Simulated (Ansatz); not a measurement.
# Single-point calculation, with input and output: Al₄₈N₄₈ (part 1 of 2)

System: Al₄₈N₄₈ (P1, 96 atoms in the cell).
Method: DFT, PBEsol, PAW, plane waves (Ansatz 0.2.0).

The structure was built on a prototype by a generator.

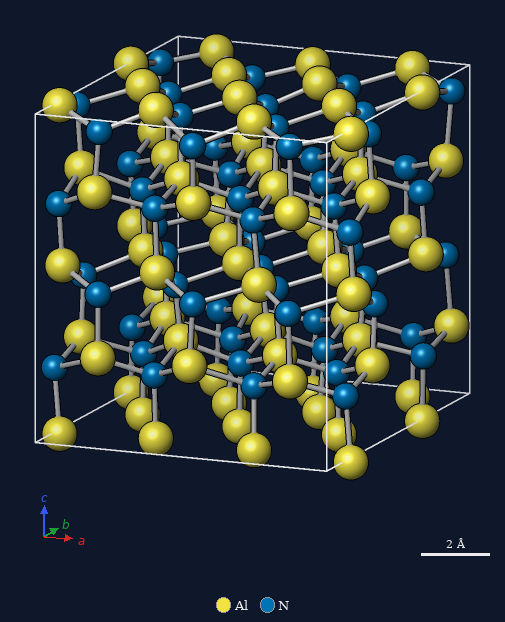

The input geometry (ball-and-stick view of the cell of the calculation, seen slightly off an axis). Near neighbours in the crystal (not all of them lie inside the picture): Al has 4 N at 1.67 to 2.18 Å; N has 4 Al at 1.67 to 2.18 Å.

## Input file
```yaml
crystal:
  lattice:
    - [9.341448, 0.000000, 0.000000]
    - [0.000000, 10.786575, 0.000000]
    - [0.000000, 0.000000, 9.967057]
  atoms:
    - { symbol: Al, position: [0.175035, 0.080131, 0.252813] }
    - { symbol: Al, position: [0.158341, 0.090552, 0.754436] }
    - { symbol: Al, position: [0.998049, 0.324558, 0.245558] }
    - { symbol: Al, position: [0.996363, 0.329464, 0.758243] }
    - { symbol: Al, position: [0.488125, 0.083039, 0.256128] }
    - { symbol: Al, position: [0.498304, 0.089229, 0.752241] }
    - { symbol: Al, position: [0.334207, 0.337198, 0.259571] }
    - { symbol: Al, position: [0.337363, 0.335273, 0.753207] }
    - { symbol: Al, position: [0.165862, 0.584487, 0.254775] }
    - { symbol: Al, position: [0.173091, 0.575686, 0.747971] }
    - { symbol: Al, position: [0.012714, 0.847843, 0.243722] }
    - { symbol: Al, position: [0.002274, 0.829811, 0.749163] }
    - { symbol: Al, position: [0.830500, 0.089204, 0.237545] }
    - { symbol: Al, position: [0.836717, 0.085942, 0.751153] }
    - { symbol: Al, position: [0.675741, 0.333793, 0.244906] }
    - { symbol: Al, position: [0.663035, 0.328370, 0.755637] }
    - { symbol: Al, position: [0.512623, 0.580471, 0.249963] }
    - { symbol: Al, position: [0.492527, 0.592266, 0.748111] }
    - { symbol: Al, position: [0.320999, 0.843539, 0.237717] }
    - { symbol: Al, position: [0.332486, 0.816967, 0.751919] }
    - { symbol: Al, position: [0.823313, 0.593151, 0.243179] }
    - { symbol: Al, position: [0.827611, 0.584333, 0.750896] }
    - { symbol: Al, position: [0.667729, 0.824936, 0.247500] }
    - { symbol: Al, position: [0.664653, 0.831703, 0.753625] }
    - { symbol: Al, position: [0.011556, 0.166555, 0.501229] }
    - { symbol: Al, position: [0.006042, 0.157505, 0.990144] }
    - { symbol: Al, position: [0.337979, 0.163343, 0.508800] }
    - { symbol: Al, position: [0.332636, 0.165216, 0.002589] }
    - { symbol: Al, position: [0.172430, 0.418018, 0.501064] }
    - { symbol: Al, position: [0.160011, 0.424072, 0.998740] }
    - { symbol: Al, position: [0.007988, 0.676679, 0.501070] }
    - { symbol: Al, position: [0.994000, 0.680598, 0.991330] }
    - { symbol: Al, position: [0.684037, 0.169248, 0.500191] }
    - { symbol: Al, position: [0.675183, 0.154082, 0.999315] }
    - { symbol: Al, position: [0.497771, 0.414021, 0.492064] }
    - { symbol: Al, position: [0.498258, 0.413475, 0.994978] }
    - { symbol: Al, position: [0.328424, 0.666732, 0.488239] }
    - { symbol: Al, position: [0.336805, 0.668124, 0.989626] }
    - { symbol: Al, position: [0.173028, 0.923232, 0.497665] }
    - { symbol: Al, position: [0.165398, 0.930716, 0.984301] }
    - { symbol: Al, position: [0.838801, 0.415799, 0.499062] }
    - { symbol: Al, position: [0.835618, 0.421963, 0.997192] }
    - { symbol: Al, position: [0.669700, 0.657780, 0.497651] }
    - { symbol: Al, position: [0.650882, 0.661350, 0.993192] }
    - { symbol: Al, position: [0.495836, 0.917552, 0.493569] }
    - { symbol: Al, position: [0.507367, 0.906912, 0.981174] }
    - { symbol: Al, position: [0.821019, 0.922179, 0.496137] }
    - { symbol: Al, position: [0.844824, 0.916423, 0.996650] }
    - { symbol: N, position: [0.984030, 0.166101, 0.187885] }
    - { symbol: N, position: [0.001198, 0.160625, 0.689660] }
    - { symbol: N, position: [0.328023, 0.162416, 0.195527] }
    - { symbol: N, position: [0.329549, 0.163792, 0.702900] }
    - { symbol: N, position: [0.164549, 0.422310, 0.184756] }
    - { symbol: N, position: [0.166548, 0.410254, 0.686250] }
    - { symbol: N, position: [0.004979, 0.666752, 0.193472] }
    - { symbol: N, position: [0.997793, 0.665976, 0.691407] }
    - { symbol: N, position: [0.664286, 0.175644, 0.189240] }
    - { symbol: N, position: [0.665807, 0.166126, 0.696242] }
    - { symbol: N, position: [0.503012, 0.410995, 0.188518] }
    - { symbol: N, position: [0.503573, 0.407440, 0.689909] }
    - { symbol: N, position: [0.353197, 0.660896, 0.188774] }
    - { symbol: N, position: [0.338760, 0.674096, 0.687029] }
    - { symbol: N, position: [0.175753, 0.926282, 0.198617] }
    - { symbol: N, position: [0.164990, 0.918703, 0.696256] }
    - { symbol: N, position: [0.831390, 0.414401, 0.187106] }
    - { symbol: N, position: [0.823719, 0.410876, 0.694368] }
    - { symbol: N, position: [0.665755, 0.667649, 0.183148] }
    - { symbol: N, position: [0.657736, 0.672725, 0.688157] }
    - { symbol: N, position: [0.513258, 0.916279, 0.197294] }
    - { symbol: N, position: [0.502899, 0.916609, 0.688254] }
    - { symbol: N, position: [0.846281, 0.919947, 0.181253] }
    - { symbol: N, position: [0.825618, 0.911537, 0.693260] }
    - { symbol: N, position: [0.172932, 0.087199, 0.445787] }
    - { symbol: N, position: [0.174586, 0.090983, 0.940835] }
    - { symbol: N, position: [0.003631, 0.330122, 0.431941] }
    - { symbol: N, position: [0.982639, 0.327772, 0.947674] }
    - { symbol: N, position: [0.499917, 0.082091, 0.445831] }
    - { symbol: N, position: [0.505252, 0.070419, 0.930952] }
    - { symbol: N, position: [0.317432, 0.331233, 0.429762] }
    - { symbol: N, position: [0.324917, 0.351354, 0.940284] }
    - { symbol: N, position: [0.158010, 0.583282, 0.448805] }
    - { symbol: N, position: [0.171959, 0.582544, 0.937097] }
    - { symbol: N, position: [0.001637, 0.829588, 0.461695] }
    - { symbol: N, position: [0.015987, 0.842937, 0.959105] }
    - { symbol: N, position: [0.826897, 0.083715, 0.445122] }
    - { symbol: N, position: [0.832279, 0.081181, 0.954411] }
    - { symbol: N, position: [0.661416, 0.335100, 0.446594] }
    - { symbol: N, position: [0.664974, 0.327551, 0.939955] }
    - { symbol: N, position: [0.489910, 0.578370, 0.438026] }
    - { symbol: N, position: [0.503646, 0.585294, 0.927262] }
    - { symbol: N, position: [0.336742, 0.829146, 0.443394] }
    - { symbol: N, position: [0.337223, 0.830266, 0.942740] }
    - { symbol: N, position: [0.842630, 0.586525, 0.435039] }
    - { symbol: N, position: [0.835336, 0.590186, 0.932713] }
    - { symbol: N, position: [0.671081, 0.838427, 0.444775] }
    - { symbol: N, position: [0.661956, 0.837381, 0.941893] }
  symmetry: { detect: false }
kpoints:
  mp_grid: { grid: [1, 1, 1], shift: [0.25, 0.25, 0.25] }
hamiltonian:
  xc: pbesol
scf:
  occupations: { method: fermi_dirac, width: 0.01 }
output:
  forces: true
  eigenvalues: true
  stress: true
  populations: true
  eigenstates: { kpoints: [[0.25, 0.25, 0.25]], e_range: [-6.0, 6.0], localisation: true }
```

## Output
```
Pseudopotentials: kind: paw
Functional definition: PBEsol
  exchange = pbesol_x
  correlation = pbesol_c
Crystal: 96 atoms, lattice volume = 1004.303 Å³
Basis set: ecut = 420 eV, 19611 PW (Γ), exchange–correlation on 128×150×144 points (8 copies of the dense FFT grid, shifted against one another)
Bands: 288, of which v1, the nominal top of the filled ones, is band 192 counted from 1 (191 counted from 0)
Symmetry: 1 space group operations
k-points: 1
Non-local potential: Al, projectors of the file, l = 0: 2, l = 1: 2, l = 2: 1
Non-local potential: N, projectors of the file, l = 0: 2, l = 1: 2, l = 2: 1
PAW form: soft (Blöchl's): semilocal exchange-correlation on the pseudo side does not see the compensation charge
PAW frozen core: Al, regenerated for the run's functional, and the local potential with it (the file was generated under x = pbe(κ = 0.804, μ = 0.2195149727645171), c = pbe(β = 0.06672455060314922))
PAW frozen core: N, regenerated for the run's functional, and the local potential with it (the file was generated under x = pbe(κ = 0.804, μ = 0.2195149727645171), c = pbe(β = 0.06672455060314922))
PAW one-centre angular grid: Al, 110 points (default); XC on 64 Gauss nodes
PAW one-centre angular grid: N, 110 points (default); XC on 64 Gauss nodes
Initial density: superposition of atomic densities (neutral atoms: chi_scale 0, normalization atom), corrected by the library's trained network
Initial wavefunctions: pseudopotential atomic-orbital guess
Functional: x = pbesol(κ = 0.804, μ = 0.12345679012345678), c = pbesol(β = 0.046)
SCF iter   1: F=—  HF=-43473.003771 eV  |F-HF|=—  |Δ(HF+E_count)|=         —  Δρ=1.02e-2  dr2=1.12e0  ethr=1.77e-3  ⟨swp⟩=6.0  Hψ=1323  notcnv=0  defer=37
preconditioner: auto → Resta (q_TF=auto, 2.324 Å⁻¹)  ε∞=4.2  [insulator: Δε(μ)=4.304 eV  Ē_g=12.833 eV  σ=0.010 eV  W_gap=1.00  n_scr=218 (ndim 8)  ℏωp=23.0 eV  f_vac=0.000  D(μ)=0.00/eV (n_scr^D=0)  ε∞_Penn≈4.2]
SCF iter   2: F=—  HF=-43472.701614 eV  |F-HF|=—  |Δ(HF+E_count)|=   3.02e-1  Δρ=3.21e-3  dr2=1.33e-1  ethr=2.93e-4  ⟨swp⟩=3.0  Hψ=488  notcnv=0  defer=92
SCF iter   3: F=—  HF=-43472.667305 eV  |F-HF|=—  |Δ(HF+E_count)|=   3.43e-2  Δρ=7.25e-4  dr2=4.98e-3  ethr=3.46e-5  ⟨swp⟩=2.0  Hψ=389  notcnv=0  defer=92
SCF iter   4: F=—  HF=-43472.666104 eV  |F-HF|=—  |Δ(HF+E_count)|=   1.20e-3  Δρ=8.35e-5  dr2=1.04e-4  ethr=1.30e-6  ⟨swp⟩=3.0  Hψ=387  notcnv=0  defer=92
SCF iter   5: F=—  HF=-43472.666892 eV  |F-HF|=—  |Δ(HF+E_count)|=   7.88e-4  Δρ=2.78e-5  dr2=1.15e-5  ethr=2.72e-8  ⟨swp⟩=2.0  Hψ=388  notcnv=0  defer=92
SCF iter   6: F=—  HF=-43472.667747 eV  |F-HF|=—  |Δ(HF+E_count)|=   8.55e-4  Δρ=8.51e-6  dr2=8.57e-7  ethr=2.99e-9  ⟨swp⟩=2.0  Hψ=480  notcnv=0  defer=92
SCF iter   7: F=-43472.667747 eV  HF=-43472.667747 eV  |F-HF|=3.08e-8  |Δ(HF+E_count)|=   1.51e-7  Δρ=1.90e-6  dr2=5.10e-8  ethr=2.60e-11  ⟨swp⟩=15.0  Hψ=1757  notcnv=0
SCF 1 converged in 7 iterations: F = -43472.667747 eV  dr2 = 5.10e-8
  greatest PAW one-centre occupation: 0.800 electrons in one spin orbital (limit 2), on the N atom at site 62 (counted from 0), in its partial waves of l = 0
```

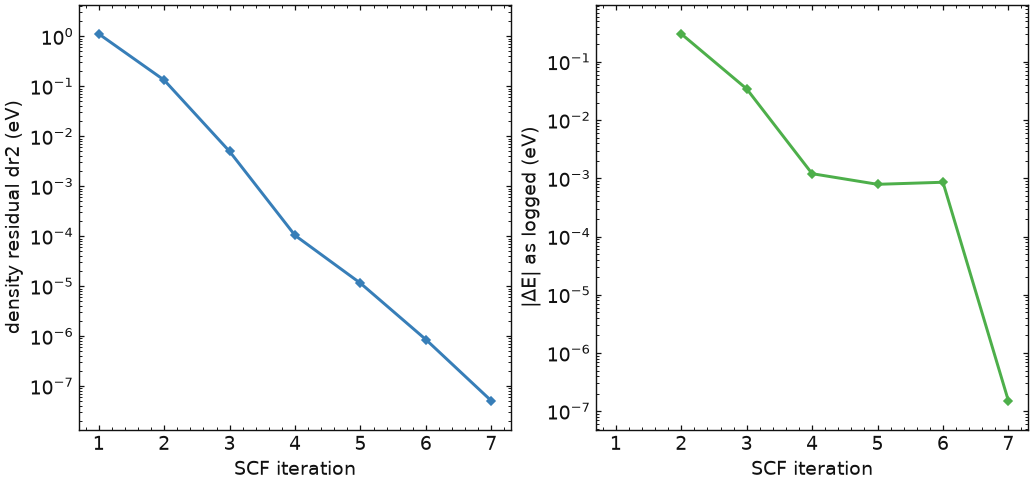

Convergence of the self-consistent field: density residual dr2 and size of the energy change against the SCF iteration. The residual falls at every step.

```
NSCF: frozen V_eff on 1 k-points
SCF converged after 7 iterations
Free energy (F): -43472.667747 eV
Harris-Foulkes:  -43472.667747 eV  (|F-HF|=3.08e-8)
Internal energy: -43472.667747 eV  (E = F + TS)
E sigma→0 (E₀):  -43472.667747 eV
Fermi energy:    9.392037 eV
--- Per-component energies (eV) ---
  E_band       = 680.110964
  E_kinetic    = 7634.685294
  E_local      = -10814.657086  (includes V_loc(G=0)·N_el)
  E_nonlocal   = 2682.804170
  E_hartree    = 3730.279935
  E_xc         = -4835.419926
  E_vxc        = -5160.621676  (∫ρ·V_xc dr)
  E_paw        = -27735.889166  (= ΣΔE_a)
  E_vpaw       = -1122.662864  (= ΣTr[D̂ρ^β])
  E_aug_tail   = 0.004515  (compensation charges beyond the density's cutoff)
  E_ewald      = -14136.742899
  E_core_change = 2.267417  (= ΣΔE_core)
  E_smearing   = -0.000000  (= −TS)
  E_closure    = 0.000000  (closes the sum)
  Σ components = -43472.667747   (vs F -43472.667747, Δ=0.00e0)
```
